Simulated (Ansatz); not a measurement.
# W₁₆HS₃₂ (charge +1): geometry relaxation (part 3 of 3)

Continued. System: W₁₆HS₃₂ (defect cell, 49 atoms in the cell, total charge +1). Method: DFT PBE, scalar-relativistic, plane waves, PAW, no spin polarisation (Ansatz 0.2.0); cutoff 420 eV, 2×2×2 k-mesh, Gaussian smearing of 0.01 eV. The structure derives from a Materials Project entry. It belongs to a series of runs on one base structure; here: H interstitial, charge +1, atoms relaxed at the host's cell.

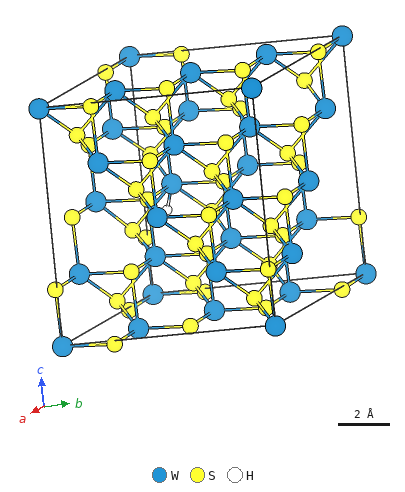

**Figure 1.** The geometry at step 10 of the log (ball-and-stick view of the cell of the calculation, seen slightly off an axis).

## The program's output, continued
```
  k-point 2: bands = ["-66.3924", "-66.1539", "-66.1539", "-66.1345", "-66.1304", "-66.1052", "-66.1013", "-66.0421", "-66.0364", "-66.0358", "-66.0280", "-66.0230", "-66.0199", "-66.0186", "-66.0167", "-66.0150", "-30.7661", "-30.6707", "-30.6570", "-30.5332", "-30.5266", "-30.5161", "-30.4949", "-30.4731", "-30.4592", "-30.4536", "-30.4463", "-30.4412", "-30.4332", "-30.4176", "-30.4064", "-30.3938", "-30.3902", "-30.3863", "-30.3792", "-30.3711", "-30.3625", "-30.3463", "-30.3403", "-30.3319",
      "-30.3227", "-30.3146", "-30.3049", "-30.2955", "-30.2897", "-30.2848", "-30.2799", "-30.2774", "-30.2717", "-30.2703", "-30.2635", "-30.2585", "-30.2492", "-30.2481", "-30.2470", "-30.2460", "-30.2429", "-30.2393", "-30.2384", "-30.2243", "-30.2171", "-30.2114", "-30.2015", "-30.1823", "-6.8005", "-6.5642", "-6.2138", "-6.1345", "-5.6195", "-5.5384", "-5.3957", "-5.3585", "-5.2581", "-5.1936", "-5.0949", "-5.0865", "-4.9944", "-4.9663", "-4.8609", "-4.8273",
      "-4.7271", "-4.7141", "-4.7027", "-4.6981", "-4.6856", "-4.6573", "-4.6048", "-4.5541", "-4.5034", "-4.4870", "-4.4589", "-4.4571", "-4.4238", "-4.4084", "-4.3158", "-4.3127", "0.2425", "1.7290", "1.7701", "1.7943", "1.8016", "1.8257", "1.8981", "1.9395", "2.0647", "2.2287", "2.2640", "2.2782", "2.3400", "2.3561", "2.3791", "2.3844", "2.4090", "2.4129", "2.6113", "2.6826", "2.7160", "2.7651", "2.9861", "3.1607",
      "3.2587", "3.3211", "3.3887", "3.4099", "3.4427", "3.4800", "3.4952", "3.5037", "3.5182", "3.5335", "3.5610", "3.5718", "3.6075", "3.6269", "3.6343", "3.6409", "3.6562", "3.6613", "4.1485", "4.2551", "4.2746", "4.2961", "4.3515", "4.4101", "4.4253", "4.4562", "4.4678", "4.4747", "4.4917", "4.4998", "4.5238", "4.5291", "4.5532", "4.5737", "4.6857", "4.7177", "4.9376", "5.0011", "5.0161", "5.1648",
      "5.2528", "5.3181", "5.3430", "5.4252", "5.4935", "5.5539", "5.5860", "5.6079", "5.6168", "5.6290", "5.6342", "5.6350", "5.6552", "5.6601", "5.7657", "5.8034", "5.8549", "5.8600", "5.9082", "5.9117", "5.9306", "5.9353", "6.2311", "6.2665", "6.3065", "6.3469", "6.4012", "6.4470", "6.4620", "6.5509", "6.6226", "6.6422", "6.6689", "6.7352", "6.8878", "6.9608", "6.9777", "6.9795", "7.1577", "7.2109",
      "7.2675", "7.2746", "7.3006", "7.3105", "7.5767", "7.6960", "7.7060", "7.7916", "9.7760", "9.8707", "9.9134", "9.9660", "9.9770", "10.0121", "10.0738", "10.1201", "10.2675", "10.3299", "10.4030", "10.4431", "10.4819", "10.4894", "10.5080", "10.5289", "10.5408", "10.5662", "10.5738", "10.6008", "10.6305", "10.6409", "10.6681", "10.6826", "10.7034", "10.7147", "10.7493", "10.7604", "10.8049", "10.8148", "10.9861", "11.0107",
      "11.0737", "11.1000", "11.1320", "11.1575", "11.1661", "11.1781", "11.2169", "11.2491", "11.3070", "11.3222", "11.5068", "11.6228", "11.7044", "11.7216", "11.7315", "11.7535", "11.8109"]
--- Relaxed structure (10 steps of the walk, 10 accepted, 0 SCFs on fresh bases) ---
  F+E_penalty+E_count = -195086.02307827 eV   max|allowed force component| = 1.842e-2 eV/Å
  atoms:
    - { symbol: W, position: [0.998121390550446, 0.24919830029908785, 0.7460683934700316] }
    - { symbol: W, position: [0.24919830029908774, 0.9981213905504457, 0.7460683934700314] }
    - { symbol: W, position: [0.4990880886973583, 0.7489663651462859, 0.7453361243886372] }
    - { symbol: W, position: [0.9978331068796991, 0.49816671168230575, 0.4955404309976129] }
    - { symbol: W, position: [0.7489663651462859, 0.49908808869735816, 0.7453361243886372] }
    - { symbol: W, position: [0.24794213933841297, 0.24794213933841294, 0.49414677112981925] }
    - { symbol: W, position: [0.49816671168230575, 0.9978331068796991, 0.49554043099761297] }
    - { symbol: W, position: [0.9990430012660698, 0.7488144727284117, 0.24554848866152562] }
    - { symbol: W, position: [0.7486639288886632, 0.7486639288886632, 0.49576427457550054] }
    - { symbol: W, position: [0.24922462514415067, 0.4992281039264873, 0.2435034154942814] }
    - { symbol: W, position: [0.4992281039264874, 0.24922462514415072, 0.24350341549428145] }
    - { symbol: W, position: [0.9991154295175159, 0.9991154295175158, 0.995982545257867] }
    - { symbol: W, position: [0.7488144727284117, 0.9990430012660696, 0.24554848866152557] }
    - { symbol: W, position: [0.24951630051697377, 0.7491749008942402, 0.995386032982824] }
    - { symbol: W, position: [0.4993210746163813, 0.49932107461638126, 0.9948997864262688] }
    - { symbol: W, position: [0.7491749008942403, 0.24951630051697382, 0.9953860329828239] }
    - { symbol: S, position: [0.596171988237046, 0.844589484126548, 0.3417805505995333] }
    - { symbol: S, position: [0.844589484126548, 0.5961719882370459, 0.3417805505995333] }
    - { symbol: S, position: [0.0902212333047614, 0.35149840828436046, 0.33500789618214816] }
    - { symbol: S, position: [0.5968761451790281, 0.09542737060981071, 0.09046807829818207] }
    - { symbol: S, position: [0.3514984082843604, 0.0902212333047614, 0.33500789618214816] }
    - { symbol: S, position: [0.8456896377402918, 0.8456896377402916, 0.09215550351660917] }
    - { symbol: S, position: [0.09542737060981071, 0.5968761451790281, 0.0904680782981821] }
    - { symbol: S, position: [0.5958148401735993, 0.34575088181292724, 0.8418355374505145] }
    - { symbol: S, position: [0.34609180680321094, 0.34609180680321094, 0.08961326265006903] }
    - { symbol: S, position: [0.8452604307044895, 0.09545380326661579, 0.8430178539996822] }
    - { symbol: S, position: [0.09545380326661562, 0.8452604307044893, 0.843017853999682] }
    - { symbol: S, position: [0.5953450096328597, 0.5953450096328596, 0.5922167826360234] }
    - { symbol: S, position: [0.3457508818129272, 0.5958148401735993, 0.8418355374505145] }
    - { symbol: S, position: [0.8443044949445677, 0.34498056919132797, 0.5927457210745636] }
    - { symbol: S, position: [0.09319723156273743, 0.09319723156273751, 0.5967820839782672] }
    - { symbol: S, position: [0.34498056919132775, 0.8443044949445675, 0.5927457210745636] }
    - { symbol: S, position: [0.7346917650959066, 0.9856209774991365, 0.4826050158573913] }
    - { symbol: S, position: [0.9856209774991369, 0.7346917650959065, 0.4826050158573911] }
    - { symbol: S, position: [0.23494376696132277, 0.4845851660639884, 0.4808476822740274] }
    - { symbol: S, position: [0.7355021608391277, 0.23592822712642925, 0.23226968472835482] }
    - { symbol: S, position: [0.4845851660639884, 0.23494376696132274, 0.48084768227402735] }
    - { symbol: S, position: [0.9855031327932972, 0.9855031327932968, 0.23288006066392886] }
    - { symbol: S, position: [0.235928227126429, 0.7355021608391275, 0.23226968472835463] }
    - { symbol: S, position: [0.7360041831565406, 0.4862884620075142, 0.9820036541700039] }
    - { symbol: S, position: [0.48562711644172474, 0.48562711644172474, 0.2318249469401195] }
    - { symbol: S, position: [0.9858021528179366, 0.235999164105906, 0.9825772478912536] }
    - { symbol: S, position: [0.2359991641059057, 0.9858021528179364, 0.9825772478912533] }
    - { symbol: S, position: [0.735850760873556, 0.735850760873556, 0.7322256303214517] }
    - { symbol: S, position: [0.4862884620075145, 0.7360041831565409, 0.9820036541700041] }
    - { symbol: S, position: [0.9859231295753119, 0.48567986013234393, 0.7318081424413625] }
    - { symbol: S, position: [0.23531353324800333, 0.2353135332480033, 0.7310934183643001] }
    - { symbol: S, position: [0.4856798601323434, 0.9859231295753115, 0.7318081424413622] }
    - { symbol: H, position: [0.1875076656952835, 0.1875076656952835, 0.3763900312159158] }
```

## Trajectory as extended XYZ (Å, eV, eV/Å), 2 of the 10 frames kept, from step=1 to step=10
```
49
Lattice="0.0000 7.3618 -7.4744 6.3755 -3.6809 -7.4744 -6.3755 -3.6809 -7.4744" Properties=species:S:1:pos:R:3:forces:R:3 step=1 energy=-195085.46175
W    -3.1778    3.6846  -14.9157    0.0666   0.0760   0.0216
W     1.6021   -4.5943  -14.9157    0.0991   0.0197   0.0216
W     0.0084   -1.8364  -14.9109    0.0108   0.0327   0.0872
W     0.0082    3.6872  -14.9179   -0.1766  -0.1100   0.3397
W    -1.5862    0.9255  -14.9109    0.0338  -0.0070   0.0872
W    -1.5941   -0.9204   -7.4606   -0.2046  -0.1181  -0.1918
W     3.1973   -1.8365  -14.9179   -0.1836  -0.0979   0.3397
W     3.1886    3.6858  -14.9038   -0.0211   0.1018   0.0343
W     1.6013    0.9245  -14.9041   -0.0239  -0.0138   0.1221
W     1.5986   -0.9106   -7.4272    0.1009   0.0462  -0.0812
W     0.0107    1.8398   -7.4272    0.0904   0.0643  -0.0812
W     0.0051    0.0030  -22.3831    0.0136   0.0078   0.0054
W     4.7863    0.9185  -14.9038    0.0776  -0.0692   0.0343
W    -1.5887   -4.5957  -14.9084   -0.0305  -0.0099   0.0118
W    -3.1756   -1.8335  -14.9143    0.0407   0.0235   0.0954
W    -4.7743    0.9220  -14.9084   -0.0238  -0.0215   0.0118
S     3.1972   -0.0059  -13.3339   -0.0272   0.0443  -0.0981
S     1.5935    2.7718  -13.3339    0.0248  -0.0457  -0.0981
S    -0.0138   -1.7505   -5.8242    0.0387   0.4322   0.1557
S     0.0084    3.6856   -5.8589    0.0157   0.0253   0.0134
S    -1.5228    0.8633   -5.8242    0.3937  -0.1825   0.1557
S     4.7863    2.7634  -13.3358    0.0037   0.0022   0.0116
S     3.1960   -1.8356   -5.8589    0.0298   0.0010   0.0134
S    -3.1778    0.0054  -13.3388   -0.0097   0.0047  -0.0266
S     1.6099    0.9295   -5.8610    0.0216   0.0125  -0.0355
S    -4.7717    2.7656  -13.3414    0.0019  -0.0005   0.0186
S     0.0092   -5.5152  -13.3414    0.0006   0.0019   0.0186
S     0.0058    0.0034  -13.3379   -0.0103  -0.0060   0.0097
S    -1.5842   -2.7548  -13.3388   -0.0008  -0.0108  -0.0266
S    -1.5834    2.7706  -13.3416   -0.0222  -0.0374  -0.0782
S    -3.1830   -1.8377   -5.8761   -0.0017  -0.0010   0.0311
S     1.6076   -2.7566  -13.3416   -0.0435  -0.0005  -0.0782
S     3.1918    0.0031  -16.4785   -0.0140  -0.0495  -0.0417
S     1.5986    2.7626  -16.4785   -0.0498   0.0126  -0.0417
S     0.0132   -1.8360   -9.0102    0.0015   0.0122   0.0265
S     0.0055    3.6838   -9.0022   -0.0058  -0.0112   0.0238
S    -1.5834    0.9294   -9.0102    0.0113  -0.0048   0.0265
S     4.7837    2.7618  -16.4741   -0.0015  -0.0009  -0.0132
S     3.1930   -1.8371   -9.0022   -0.0126   0.0006   0.0238
S    -3.1799    0.0064  -16.4831    0.0033  -0.0159  -0.0189
S     1.6015    0.9246   -9.0058   -0.0134  -0.0077   0.0038
S    -4.7782    2.7616  -16.4806    0.0003  -0.0141  -0.0196
S     0.0025   -5.5188  -16.4806   -0.0121   0.0073  -0.0196
S     0.0099    0.0057  -16.4786    0.0081   0.0047  -0.0600
S    -1.5844   -2.7571  -16.4831   -0.0121   0.0108  -0.0189
S    -1.5816    2.7642  -16.4858    0.0852   0.0124  -0.0472
S    -3.1957   -1.8450   -9.0234    0.0714   0.0412   0.0431
S     1.6030   -2.7518  -16.4858    0.0533   0.0675  -0.0472
H    -0.4364   -0.2519   -4.9316   -0.3979  -0.2297  -0.6626
49
Lattice="0.0000 7.3618 -7.4744 6.3755 -3.6809 -7.4744 -6.3755 -3.6809 -7.4744" Properties=species:S:1:pos:R:3:forces:R:3 step=10 energy=-195086.02308
W    -3.1678    3.6845  -14.8995    0.0021  -0.0059   0.0007
W     1.6070   -4.5856  -14.8995   -0.0040   0.0048   0.0007
W     0.0231   -1.8262  -14.8995   -0.0012  -0.0015   0.0017
W     0.0167    3.6881  -14.8857   -0.0053  -0.0063  -0.0004
W    -1.5700    0.9331  -14.8995   -0.0019  -0.0004   0.0017
W    -1.5697   -0.9063   -7.3999   -0.0020  -0.0012  -0.0184
W     3.2024   -1.8296  -14.8857   -0.0081  -0.0014  -0.0004
W     3.2086    3.6946  -14.8996    0.0010   0.0037   0.0012
W     1.6124    0.9309  -14.8973    0.0012   0.0007   0.0011
W     1.6304   -0.8992   -7.4143   -0.0021   0.0044  -0.0004
W     0.0365    1.8615   -7.4143    0.0028  -0.0041  -0.0004
W     0.0200    0.0115  -22.3801   -0.0009  -0.0005   0.0025
W     4.8039    0.9314  -14.8996    0.0037  -0.0010   0.0012
W    -1.5697   -4.5847  -14.9046   -0.0016   0.0000   0.0051
W    -3.1596   -1.8242  -14.9006   -0.0027  -0.0015   0.0016
W    -4.7553    0.9329  -14.9046   -0.0008  -0.0014   0.0051
S     3.2057    0.0220  -13.3235    0.0007  -0.0028  -0.0010
S     1.6219    2.7652  -13.3235   -0.0020   0.0020  -0.0010
S     0.1051   -1.8628   -5.8056    0.0064   0.0033   0.0100
S     0.0316    3.7098   -5.8508   -0.0028  -0.0011  -0.0031
S    -1.5606    1.0224   -5.8056    0.0060   0.0039   0.0100
S     4.8042    2.7737  -13.3309   -0.0017  -0.0010  -0.0012
S     3.2286   -1.8275   -5.8508   -0.0023  -0.0019  -0.0031
S    -3.1628    0.0149  -13.3299    0.0011   0.0018   0.0002
S     1.6352    0.9441   -5.8435    0.0018   0.0011  -0.0010
S    -4.7661    2.7682  -13.3324    0.0007   0.0017  -0.0018
S     0.0143   -5.5117  -13.3324    0.0018  -0.0003  -0.0018
S     0.0199    0.0115  -13.3262    0.0019   0.0011   0.0022
S    -1.5685   -2.7465  -13.3299    0.0021   0.0000   0.0002
S    -1.5796    2.7639  -13.3197    0.0030  -0.0018  -0.0006
S    -3.2106   -1.8536   -5.8538    0.0083   0.0048   0.0124
S     1.6038   -2.7500  -13.3197   -0.0001   0.0035  -0.0006
S     3.2070    0.0043  -16.4656    0.0010  -0.0033   0.0005
S     1.6072    2.7752  -16.4656   -0.0023   0.0025   0.0005
S     0.0238   -1.8240   -8.9722    0.0037   0.0015   0.0008
S     0.0233    3.6912   -8.9970   -0.0026  -0.0015  -0.0013
S    -1.5678    0.9327   -8.9722    0.0031   0.0025   0.0008
S     4.7983    2.7703  -16.4728   -0.0009  -0.0005  -0.0010
S     3.2084   -1.8254   -8.9970   -0.0027  -0.0015  -0.0013
S    -3.1604    0.0137  -16.4759    0.0006  -0.0013  -0.0026
S     1.6181    0.9342   -8.9924   -0.0047  -0.0027   0.0011
S    -4.7598    2.7718  -16.4765   -0.0010   0.0005  -0.0035
S     0.0206   -5.5080  -16.4765    0.0000  -0.0011  -0.0035
S     0.0231    0.0133  -16.4731   -0.0002  -0.0001  -0.0015
S    -1.5684   -2.7439  -16.4759   -0.0009   0.0012  -0.0026
S    -1.5692    2.7767  -16.4693    0.0037   0.0029  -0.0003
S    -3.1608   -1.8249   -8.9822   -0.0026  -0.0015  -0.0040
S     1.6201   -2.7473  -16.4693    0.0043   0.0018  -0.0003
H    -1.2042   -0.6953   -5.6163   -0.0036  -0.0021  -0.0044
```

## Key numbers

```csv
quantity,value
outcome,converged
electrons treated,416
free energy,−195086.0231 eV
Fermi energy,8.816 eV
gap on the k-point mesh,1.90 eV
final volume,1052.44 Å³
largest force (length of the vector) at the end,0.019 eV/Å
hardware,"4 threads of Intel Xeon (Granite Rapids), 32 GiB of memory available, shared host"
wall time,3.3 min (CPU time 13 min)
peak memory,3.7 GiB
```

## Remarks

The cell is charged and computed with a neutralising background, so its energy and pressure depend on the cell and aren't those of a real crystal. Spin–orbit coupling is left out, which matters for W.
